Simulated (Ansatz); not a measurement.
## What a change does: band-structure calculation on Bi2Te3

System: Bi2Te3 (R-3m, 5 atoms in the cell).
Method of run A: DFT, PBE0, plane waves, PAW, no spin polarisation (Ansatz 0.2.0).

The structure derives from an entry of the Crystallography Open Database. The geometry comes from this level: r2SCAN. Text and figures count atoms from 1; the logs count them from 0 in places.

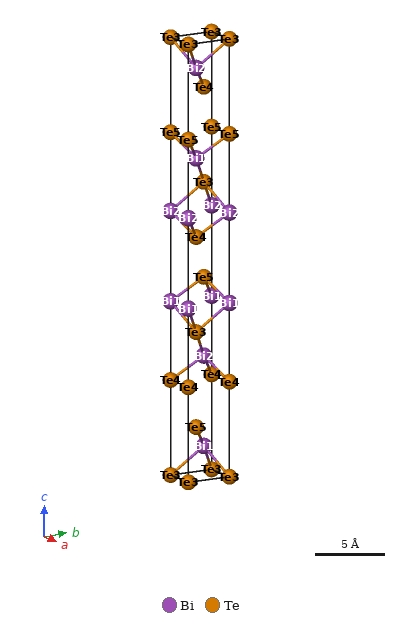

Fig. 1: The structure (ball-and-stick view of the cell 3 times as large as that of the calculation, set on its symmetry axes, seen slightly off an axis; atoms are numbered from 1 in the order of the input). Near neighbours in the crystal (not all of them lie inside the picture): Bi has 6 Te at 3.07 to 3.27 Å; Te has 6 Bi at 3.27 Å; Te has 3 Bi at 3.07 Å.

**The input, run A**
```yaml
crystal:
  lattice:
    - [2.2084078686, 1.2750248774, 10.772865014]
    - [-2.2084078686, 1.2750248774, 10.772865014]
    - [0.0, -2.5500497549, 10.772865014]
  atoms:
    - { symbol: Bi, position: [0.3967726405, 0.3967726405, 0.3967726405] }
    - { symbol: Bi, position: [0.6032273595, 0.6032273595, 0.6032273595] }
    - { symbol: Te, position: [0.0, 0.0, 0.0] }
    - { symbol: Te, position: [0.2170097712, 0.2170097712, 0.2170097712] }
    - { symbol: Te, position: [0.7829902288, 0.7829902288, 0.7829902288] }
kpoints:
  mp_grid: { grid: [4, 4, 4] }
  band_path:
    path:
      - [0.0, 0.0, 0.0]
      - [0.5, 0.5, 0.5]
      - [0.8239946936, 0.1760053064, 0.5]
      - [0.5, -0.1760053064, 0.1760053064]
      - [0.5, 0.0, 0.0]
      - [0.3380026532, -0.3380026532, 0.0]
      - [0.6619973468, 0.0, 0.3380026532]
      - [0.5, 0.0, 0.5]
    npoints: 1
hamiltonian:
  xc: pbe0
scf:
  occupations: { method: fixed }
  n_extra_bands: 5
output:
  forces: true
  stress: true
  eigenvalues: true
  write_density: true
  write_potential: true
  elf: true
  volumetric_format: npy
```

Command:
```bash
ansatz run input.yaml --threads 4 --pin off --max-ram 9216MiB --backend cpu --events-out ev --progress --plain --runs-dir out
```

Hardware: 4 threads of Intel Xeon (Granite Rapids), 128 GiB of memory available, shared host.

**Output, shortened to warnings, some set-up lines, iterations and results (run A)**
```
Warning: output.stress: scf.convergence.dr2_threshold = 1e-7 eV (the SCF's general default) is looser than the 5e-10 eV advised for a printed stress (1e-10 eV for each atom of the cell: 5). What an SCF threshold leaves in a stress goes as its square root, and in the free energy as the threshold itself, and one threshold admits the most on a small cell: of the crystals measured, under no hybrid …
Warning: output.stress: scf.exx.energy_threshold = 1e-6 eV is looser than the 5e-8 eV advised for a stress under a hybrid functional (1e-8 eV for each atom of the cell: 5). Every SCF of the exchange loop can meet its threshold on dr2 while the loop round them stops early: no threshold on dr2 bounds what that leaves in the stress. Set scf.exx.energy_threshold to 5e-8 eV or tighter. The threshold …
Basis set: ecut = 420 eV, 3583 PW (Γ), FFT grids on a1−a2, a2, −a2+a3, exchange–correlation on 60×150×60 points (8 copies of the dense FFT grid, shifted against one another)
Symmetry: 12 space group operations
k-points: 13 of 64
Initial density: superposition of atomic densities (neutral atoms: chi_scale 0, normalization atom), corrected by the library's trained network
[...]
SCF iter   1: F=—  HF=-45734.175051 eV  |F-HF|=—  |Δ(HF+E_count)|=         —  Δρ=1.13e-3  dr2=4.41e-3  ethr=1.77e-3  ⟨swp⟩=7.2  Hψ=2265  notcnv=0
SCF iter   2: F=—  HF=-45734.180387 eV  |F-HF|=—  |Δ(HF+E_count)|=   5.34e-3  Δρ=9.68e-4  dr2=2.03e-2  ethr=5.65e-6  ⟨swp⟩=5.2  Hψ=2174  notcnv=0  defer=1
SCF iter   3: F=—  HF=-45734.179332 eV  |F-HF|=—  |Δ(HF+E_count)|=   1.05e-3  Δρ=7.21e-4  dr2=9.06e-3  ethr=5.65e-6  ⟨swp⟩=4.1  Hψ=1467  notcnv=0
SCF iter   4: F=—  HF=-45734.178654 eV  |F-HF|=—  |Δ(HF+E_count)|=   6.78e-4  Δρ=3.20e-4  dr2=1.19e-3  ethr=5.65e-6  ⟨swp⟩=3.0  Hψ=1287  notcnv=0
SCF iter   5: F=—  HF=-45734.178675 eV  |F-HF|=—  |Δ(HF+E_count)|=   2.07e-5  Δρ=8.71e-5  dr2=3.94e-5  ethr=5.32e-8  ⟨swp⟩=3.2  Hψ=2663  notcnv=0
[... 15 lines ...]
SCF iter   3: F=—  HF=-45746.069181 eV  |F-HF|=—  |Δ(HF+E_count)|=   8.72e-8  Δρ=7.25e-6  dr2=6.10e-8  ethr=4.72e-10  ⟨swp⟩=3.0  Hψ=1345  notcnv=0
SCF iter   4: F=—  HF=-45746.069181 eV  |F-HF|=—  |Δ(HF+E_count)|=   2.05e-7  Δρ=2.48e-6  dr2=3.19e-8  ethr=4.56e-11  ⟨swp⟩=4.8  Hψ=1903  notcnv=0  defer=2
SCF iter   5: F=—  HF=-45746.069181 eV  |F-HF|=—  |Δ(HF+E_count)|=   7.36e-9  Δρ=3.76e-7  dr2=1.28e-9  ethr=3.85e-11  ⟨swp⟩=3.2  Hψ=1425  notcnv=0
SCF iter   6: F=-45746.069181 eV  HF=-45746.069181 eV  |F-HF|=5.60e-10  |Δ(HF+E_count)|=   6.13e-9  Δρ=4.35e-7  dr2=8.92e-10  ethr=1.19e-12 (applied; sched 1.00e-12)  …
SCF 3 converged in 6 iterations: F = -45746.069181 eV  dr2 = 8.92e-10
  Residual-converged pass: ⟨swp⟩=3.0  Hψ=1247  notcnv=0  max |occ|·‖R‖ = 6.4e-7 eV (tolerance 7.0e-7 eV)  dr2=8.93e-10  dr2_onsite=2.38e-11  max |Δocc| = 0.0e0
hybrid outer 2: dexx = +2.112e-6 eV, tail = 3.55e-8 eV, Δε = 2.33e-3 eV (about 6.16e-5 eV left of the loop's levels), ΔF = 6.24e-3 eV/Å (tail 7.52e-4)
the search or the solves at the SCF's close seem to have found levels that the self-consistency loop had missed (the run counts 1). By its estimate they hold under 1e-12 electrons; where the run keeps them, the occupations were computed again with them
NSCF: frozen V_eff on 8 k-points
hybrid SCF converged: 2 outer / 16 inner (+6 warm-up), last move |dexx| = 2.11e-6 eV, tail = 3.55e-8 eV
Stability not checked: this state was not tested for a lower state beside it, because the functional holds exact exchange (a hybrid, or Hartree-Fock), whose exchange loop this test does not read (fock_operator; see scf.lower_state_search)
Free energy (F): -45746.069181 eV
Frozen-core exchange: fock
Harris-Foulkes:  -45746.069181 eV  (|F-HF|=5.60e-10)
Internal energy: -45746.069181 eV  (E = F + TS)
E sigma→0 (E₀):  -45746.069181 eV
Fermi energy:    7.358119 eV
--- Per-component energies (eV) ---
  E_band       = -1251.187360
  E_kinetic    = 1138.127659
  E_local      = -7526.340623  (includes V_loc(G=0)·N_el)
  E_nonlocal   = 192.113837
  E_hartree    = 3722.113088
  E_xc         = -520.259433
  E_vxc        = -463.234621  (∫ρ·V_xc dr)
  E_exx        = -236.943790  (= α·E_x^exact, valence–valence)
  E_paw        = -35244.850623  (= ΣΔE_a)
  E_vpaw       = -1562.191554  (= ΣTr[D̂ρ^β])
  E_aug_tail   = -0.001415  (compensation charges beyond the density's cutoff)
  E_ewald      = -7269.901341
  E_core_change = -0.126541  (= ΣΔE_core)
  E_smearing   = -0.000000  (= −TS)
  E_closure    = 0.000000  (closes the sum)
  Σ components = -45746.069181   (vs F -45746.069181, Δ=0.00e0)
--- Forces (eV/Å), atoms counted from 1 ---
  atom   1  Bi     0.00000000    -0.00000000     0.09106963
  atom   2  Bi     0.00000000     0.00000000    -0.09106963
  atom   3  Te     0.00000000     0.00000000     0.00000000
  atom   4  Te     0.00000000    -0.00000000     0.21272176
  atom   5  Te     0.00000000     0.00000000    -0.21272176
  max |Σ_I F_I| component: 5.55e-17 eV/Å
--- Stress (GPa, compression-positive) ---
       -0.895057       0.000000       0.000000
        0.000000      -0.895057       0.000000
        0.000000       0.000000      -0.902038
  P = ⅓ Tr σ = -0.8974 GPa (-8.974 kbar)
```

For run B the input was changed thus:
```diff
-  xc: pbe0
+  xc: r2scan0
```

How does run B compare with run A?

The total energies belong to different methods, so their difference says nothing on which is more stable or more accurate. The gap on the mesh goes from 1.60 to 1.76 eV. The pressure goes from −0.90 to −1.18 GPa. The largest force goes from 0.213 to 0.295 eV/Å. The functional changes from PBE0 to r2scan0. The SCF takes 19 iterations against 22. The default cutoff goes from 420 to 500 eV with the change. The plane waves at Γ go from 3583 to 4581.

**Output, shortened to warnings, some set-up lines, iterations and results (run B)**
```
Warning: output.stress: scf.convergence.dr2_threshold = 1e-7 eV (the SCF's general default) is looser than the 5e-10 eV advised for a printed stress (1e-10 eV for each atom of the cell: 5). What an SCF threshold leaves in a stress goes as its square root, and in the free energy as the threshold itself, and one threshold admits the most on a small cell: of the crystals measured, under no hybrid …
Warning: output.stress: scf.exx.energy_threshold = 1e-6 eV is looser than the 5e-8 eV advised for a stress under a hybrid functional (1e-8 eV for each atom of the cell: 5). Every SCF of the exchange loop can meet its threshold on dr2 while the loop round them stops early: no threshold on dr2 bounds what that leaves in the stress. Set scf.exx.energy_threshold to 5e-8 eV or tighter. The threshold …
Basis set: ecut = 500 eV, 4581 PW (Γ), FFT grids on a1−a2, a2, −a2+a3, exchange–correlation on 144×324×144 points (64 copies of the dense FFT grid, shifted against one another)
Symmetry: 12 space group operations
k-points: 13 of 64
Initial density: superposition of atomic densities (neutral atoms: chi_scale 0, normalization atom), corrected by the library's trained network
[...]
SCF iter   1: F=—  HF=-45807.930317 eV  |F-HF|=—  |Δ(HF+E_count)|=         —  Δρ=3.15e-3  dr2=3.45e-2  dr2_τ=5.80e-3  ethr=1.77e-3  ⟨swp⟩=7.5  Hψ=2315  notcnv=0
SCF iter   2: F=—  HF=-45807.966382 eV  |F-HF|=—  |Δ(HF+E_count)|=   3.61e-2  Δρ=2.99e-3  dr2=1.77e-1  dr2_τ=5.90e-4  ethr=4.42e-5  ⟨swp⟩=4.6  Hψ=1776  notcnv=0  defer=1
SCF iter   3: F=—  HF=-45807.951243 eV  |F-HF|=—  |Δ(HF+E_count)|=   1.51e-2  Δρ=1.77e-3  dr2=3.78e-2  dr2_τ=1.12e-4  ethr=4.42e-5  ⟨swp⟩=4.1  Hψ=1451  notcnv=0
SCF iter   4: F=—  HF=-45807.948257 eV  |F-HF|=—  |Δ(HF+E_count)|=   2.99e-3  Δρ=7.15e-4  dr2=2.53e-3  dr2_τ=2.30e-5  ethr=3.13e-6  ⟨swp⟩=3.2  Hψ=2581  notcnv=0
SCF iter   5: F=-45807.948344 eV  HF=-45807.948334 eV  |F-HF|=1.01e-5  |Δ(HF+E_count)|=   7.71e-5  Δρ=1.77e-4  dr2=3.84e-5  dr2_τ=1.43e-6  ethr=3.13e-6  ⟨swp⟩=3.0  Hψ=1324  …
[... 12 lines ...]
SCF iter   4: F=—  HF=-45802.738936 eV  |F-HF|=—  |Δ(HF+E_count)|=   7.59e-8  Δρ=5.15e-6  dr2=2.61e-7  dr2_τ=1.20e-9  ethr=1.49e-10  ⟨swp⟩=4.2  Hψ=1466  notcnv=0
SCF iter   5: F=—  HF=-45802.738936 eV  |F-HF|=—  |Δ(HF+E_count)|=   2.27e-9  Δρ=3.65e-6  dr2=1.68e-7  dr2_τ=1.05e-9  ethr=1.49e-10  ⟨swp⟩=4.1  Hψ=1461  notcnv=0
SCF iter   6: F=—  HF=-45802.738936 eV  |F-HF|=—  |Δ(HF+E_count)|=   2.57e-8  Δρ=1.38e-6  dr2=2.25e-8  dr2_τ=1.78e-10  ethr=1.49e-10  ⟨swp⟩=3.1  Hψ=1315  notcnv=0
SCF iter   7: F=-45802.738936 eV  HF=-45802.738936 eV  |F-HF|=3.78e-10  |Δ(HF+E_count)|=   3.22e-9  Δρ=4.31e-7  dr2=5.21e-10  dr2_τ=1.94e-11  ethr=2.79e-11  ⟨swp⟩=3.8  …
SCF 3 converged in 7 iterations: F = -45802.738936 eV  dr2 = 5.21e-10
  Residual-converged pass: ⟨swp⟩=4.0  Hψ=1837  notcnv=0  max |occ|·‖R‖ = 6.4e-7 eV (tolerance 7.0e-7 eV)  dr2=5.73e-10  dr2_τ=2.09e-11  dr2_onsite=4.98e-11  max |Δocc| = 0.0e0
hybrid outer 2: dexx = +1.585e-6 eV, tail = 1.55e-8 eV, Δε = 4.02e-3 eV (about 8.95e-5 eV left of the loop's levels), ΔF = 6.75e-3 eV/Å (tail 6.63e-4)
the search or the solves at the SCF's close seem to have found levels that the self-consistency loop had missed (the run counts 1). By its estimate they hold under 1e-12 electrons; where the run keeps them, the occupations were computed again with them
NSCF: frozen V_eff on 8 k-points
hybrid SCF converged: 2 outer / 14 inner (+5 warm-up), last move |dexx| = 1.59e-6 eV, tail = 1.55e-8 eV
Stability not checked: this state was not tested for a lower state beside it, because the functional holds exact exchange (a hybrid, or Hartree-Fock), whose exchange loop this test does not read (fock_operator; see scf.lower_state_search)
Free energy (F): -45802.738935 eV
Frozen-core exchange: fock
Harris-Foulkes:  -45802.738935 eV  (|F-HF|=3.78e-10)
Internal energy: -45802.738935 eV  (E = F + TS)
E sigma→0 (E₀):  -45802.738935 eV
Fermi energy:    7.269916 eV
--- Per-component energies (eV) ---
  E_band       = -1292.152622
  E_kinetic    = 1137.515065
  E_local      = -7527.353423  (includes V_loc(G=0)·N_el)
  E_nonlocal   = 192.479609
  E_hartree    = 3722.187746
  E_xc         = -487.545649
  E_vxc        = -495.776129  (∫ρ·V_xc dr)
  E_exx        = -237.035542  (= α·E_x^exact, valence–valence)
  E_paw        = -35334.718815  (= ΣΔE_a)
  E_vpaw       = -1597.778366  (= ΣTr[D̂ρ^β])
  E_aug_tail   = -0.000681  (compensation charges beyond the density's cutoff)
  E_vtau       = 28.457469  (kinetic-family band-sum trace: ∫τ·v_τ [+ j·A + Jᵃ·Aᵃ] dr)
  E_ewald      = -7269.901341
  E_core_change = 1.634101  (= ΣΔE_core)
  E_smearing   = -0.000000  (= −TS)
  E_closure    = -0.000005  (closes the sum)
  Σ components = -45802.738935   (vs F -45802.738935, Δ=0.00e0)
--- Forces (eV/Å), atoms counted from 1 ---
  atom   1  Bi     0.00000000    -0.00000000     0.15614143
  atom   2  Bi     0.00000000     0.00000000    -0.15614143
  atom   3  Te     0.00000000    -0.00000000     0.00000000
  atom   4  Te     0.00000000    -0.00000000     0.29548206
  atom   5  Te     0.00000000     0.00000000    -0.29548206
  max |Σ_I F_I| component: 0.00e0 eV/Å
--- Stress (GPa, compression-positive) ---
       -1.184664       0.000000       0.000000
        0.000000      -1.184664      -0.000000
        0.000000      -0.000000      -1.178413
  P = ⅓ Tr σ = -1.1826 GPa (-11.826 kbar)
```

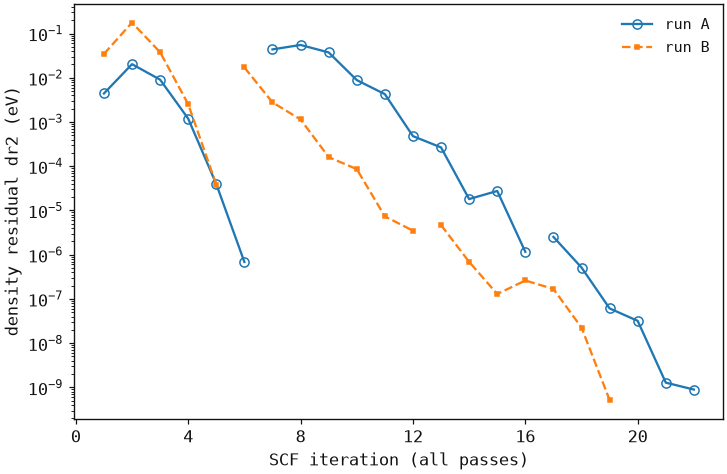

Fig. 2: Convergence of the two runs: density residual dr2 against the SCF iteration. A break in a curve parts two SCF passes. Run A takes 22 iterations in all, and run B takes 19.

**The two runs side by side**

| quantity | run A | run B |
| --- | --- | --- |
| outcome | converged | converged |
| free energy per atom (eV) | −9149.2138 | −9160.5478 |
| gap on the mesh (eV) | 1.60 | 1.76 |
| pressure (GPa) | −0.90 | −1.18 |
| largest force (eV/Å) | 0.213 | 0.295 |
| SCF iterations | 22 | 19 |
| irreducible k-points | 13 | 13 |
| plane waves at Γ | 3583 | 4581 |
| wall time (shared host) | 1.8 min | 2.4 min |

For both runs: Warnings: the exchange loop's threshold is looser than advised for the stress; the SCF threshold is looser than advised for the printed stress. Spin–orbit coupling is left out, which matters for Bi.
